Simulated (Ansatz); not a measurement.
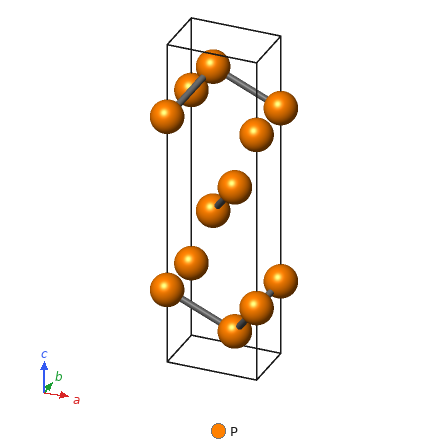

System: P, space group R-3m (No. 166). The picture shows the conventional cell.

Structure:
```xyz
2
Lattice="1.7257 0.9963 3.1297 -1.7257 0.9963 3.1297 0.0000 -1.9927 3.1297" Properties=species:S:1:pos:R:3 pbc="T T T"
P     0.0000    0.0000    7.2570
P     0.0000    0.0000    2.1321
```

Calculation (Ansatz 0.2.0): plane-wave DFT, no spin polarisation; energies at scaled volumes of the given cell, shape and fractions fixed, counted from the fit's minimum, third-order Birch-Murnaghan fit. Level: LDA.

k mesh 9×9×9; occupations Fermi–Dirac; smearing width 0.05 eV; potentials Ansatz PAW; wave cutoff 420 eV; density cutoff 1680 eV.

Describe the result: the energy and pressure against volume. The volume takes the values 15.18, 15.50, 15.82, 16.14, 16.47, 16.79, 17.11 Å³/atom.

A third-order Birch–Murnaghan fit gives V0 = 15.61 Å³/atom, B0 = 95.1 GPa and B′ = 3.4. The energy is 3.79 meV/atom at volume 15.18 Å³/atom and 37.40 meV/atom at 17.11 Å³/atom; the lowest computed point is at volume 15.50 Å³/atom (0.20 meV/atom), in a single well. The pressure falls from 2.92 GPa at volume 15.18 Å³/atom to −7.50 GPa at 17.11 Å³/atom, and changes sign near 15.61 Å³/atom.

```csv
volume (Å³/atom),energy (meV/atom),pressure (GPa)
15.18,3.79,2.92
15.50,0.20,0.69
15.82,0.82,-1.28
16.14,5.18,-3.00
16.47,12.84,-4.60
16.79,23.65,-6.12
17.11,37.40,-7.50
```

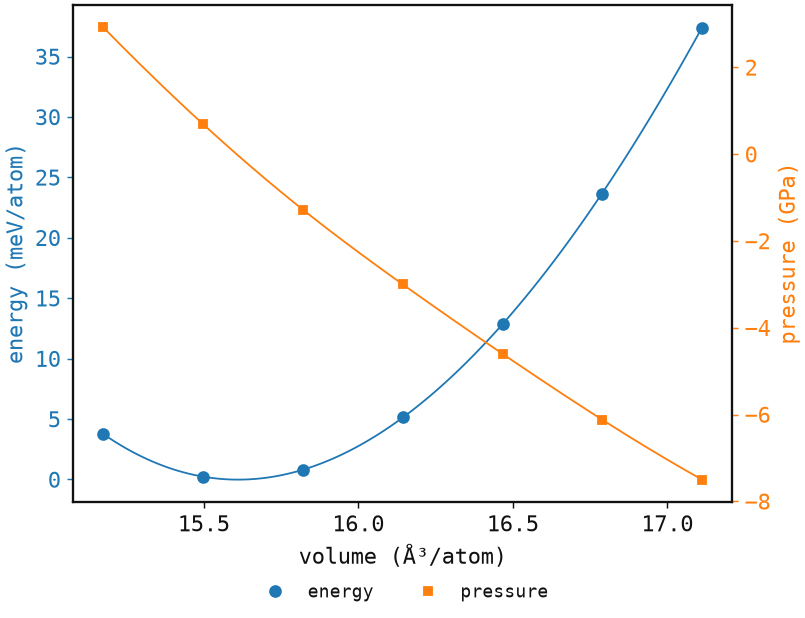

Caveats: shape and atomic fractions are frozen while scaling, which makes layered, chain and framework solids too stiff.
